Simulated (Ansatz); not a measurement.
Si$_{16}$HO$_{32}$ (cell charge −1, with a compensating background) (cell with a defect)

Si$_{16}$HO$_{32}$ (cell charge −1, with a compensating background) (cell with a defect), 49 atoms, a = 10.10 Å, b = 10.10 Å, c = 10.10 Å, α = 90.72°, β = 119.58°, γ = 119.58°.

Computed with Ansatz 0.2.0, DFT PBE, scalar-relativistic, plane waves, PAW.

In a PAW calculation such maps are meaningful between the atoms, not at the nuclei.

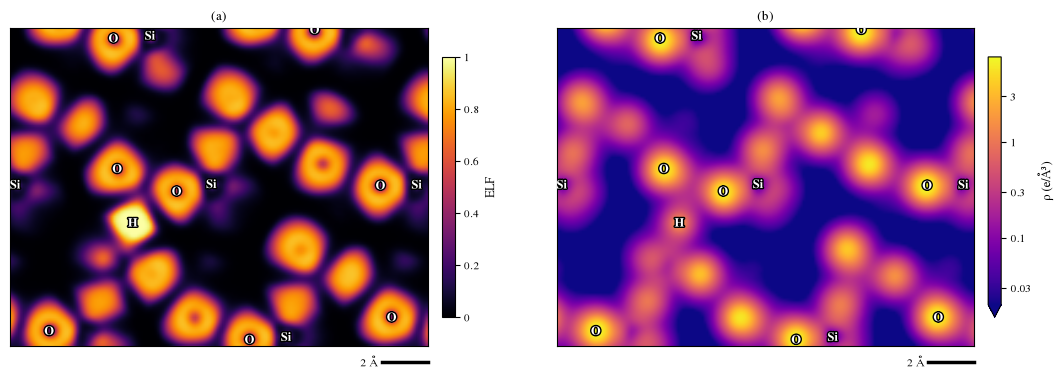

Figure 1. (a) electron localisation function; (b) valence electron density on the (111) plane of the calculation cell.

Read the bonding off the picture.

Answer.
- The section cuts through Si, O and H sites.
- Atoms just off the plane (Si, 0.4 Å away and O, 0.3 Å away) can leave unmarked features too.
- Si–O (1.63 Å): the density is about 1.2 e/Å³ at the midpoint; the ELF peaks at about 0.85 between the atoms; a short, strongly polar bond.
- The density dies away to nearly zero in the voids.
- The ELF also peaks beside O, away from the bonds: lone-pair regions.

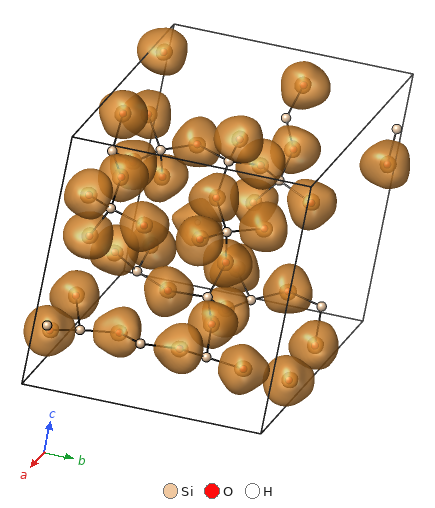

Figure 2. Isosurface of the electron localisation function at 0.65 (orange), seen at an oblique angle. Only the valence region is drawn (cores and ρ < 0.01 e/Å³ removed). Sticks mark near contacts.

What do the ELF domains correspond to?

Answer. At this value the surface marks out one region around a hydrogen nucleus and 32 regions on O in which the atom's valence shell and bonds are merged, counted in one cell of 49 atoms. Regions shared between cells count once. Profiles from the grid: Si–O (1.60 Å): the ELF peaks at about 0.85 between the atoms (a polar covalent bond). Si–H (1.99 Å): the ELF climbs to about 1 towards the hydrogen, as it does in any bond to H.

Does the calculation give a band gap?

Answer. It is gapped, with a Kohn–Sham gap of 3.5 eV on the k-point mesh, an upper bound to the gap of this method.
